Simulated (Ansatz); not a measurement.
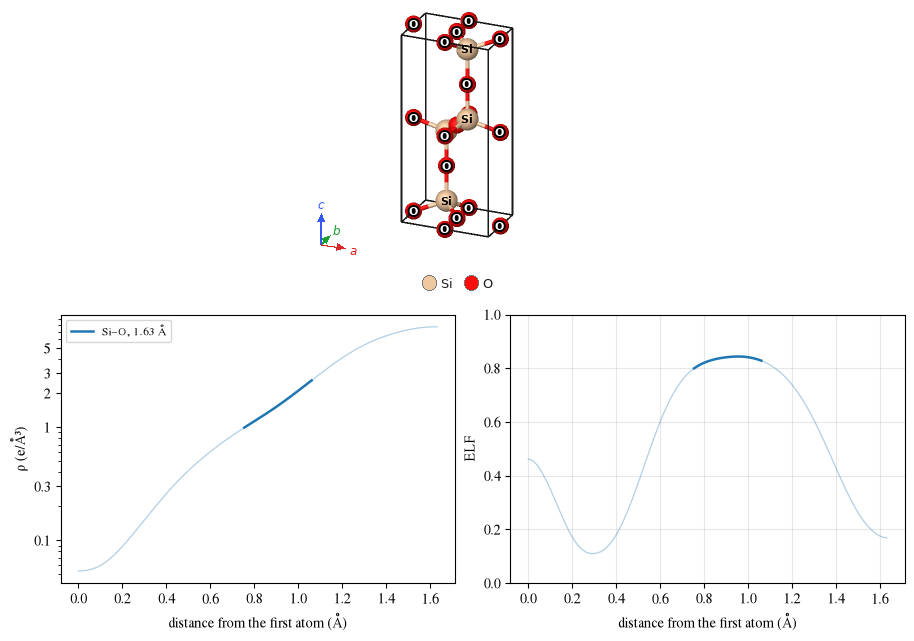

*SiO2. Valence pseudo-density and electron localisation function along straight lines between neighbouring atoms. Thin, pale parts lie inside the atomic spheres. The structure is drawn too.*

Space group P6₃/mmc; changed on purpose from its base cell (volume × 1.03, shape and atoms relaxed); computed pressure about −4 GPa in this cell.

The calculation used Ansatz, DFT PBE, scalar-relativistic, plane waves, PAW.

Core electrons are frozen (PAW), and the valence fields are smoothed inside the atomic spheres.

Question: What kind of bonding do the profiles show?

Answer: Si–O (1.63 Å): ρ at the midpoint is about 1.2 e/Å³; the ELF peaks at about 0.85 between the atoms; a polar covalent bond.
